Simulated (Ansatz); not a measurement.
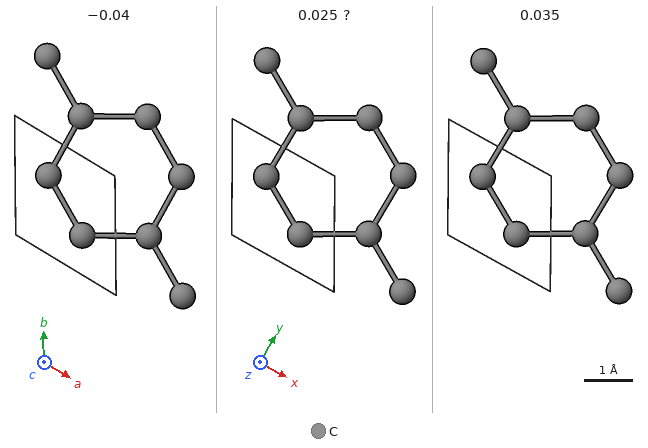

A scan of solid C (P6/mmm): the cell is strained in shear in the xy plane, with the atoms kept at their fractional coordinates. x, y and z are the Cartesian axes of the input. The picture is a ball-and-stick view of the cell of the calculation, repeated 2 × 2 × 1 with one cell outlined, seen along the c axis.

The calculation used DFT PBE+D3(BJ), scalar-relativistic, plane waves, PAW in Ansatz. Settings: plane-wave cutoff 420 eV; k-point mesh 30 × 30 × 18; occupations gaussian; smearing width 0.15 eV; no spin polarisation. Energies (free energies at the smearing named) are counted from the relaxed crystal.

```csv
engineering shear strain,energy change (meV/atom)
−0.040,20.2
−0.020,5.1
0.000,0.0
0.010,1.3
0.025,?
0.030,11.4
0.035,15.5
```

### Estimate the missing energy from the other rows, and compare with the calculation.

A straight line between the two neighbours gives 8.9 meV/atom. A cubic through the four nearest rows (0.000, 0.010, 0.030, 0.035) gives, with Lagrange weights, (−0.0714)(0.0) + (0.2500)(1.3) + (1.2500)(11.4) + (−0.4286)(15.5) = 7.9 meV/atom. The calculation gives 7.9 meV/atom, so the cubic is right to the digits shown and the straight line 1.0 meV/atom too high, as the curve bends upwards here.

The whole profile:

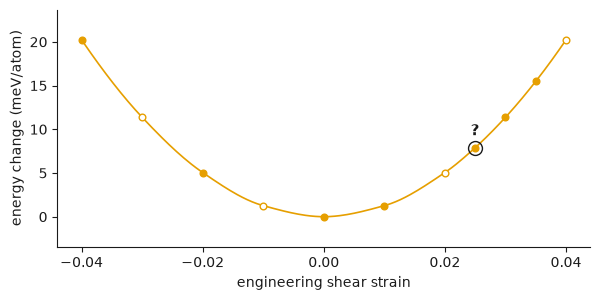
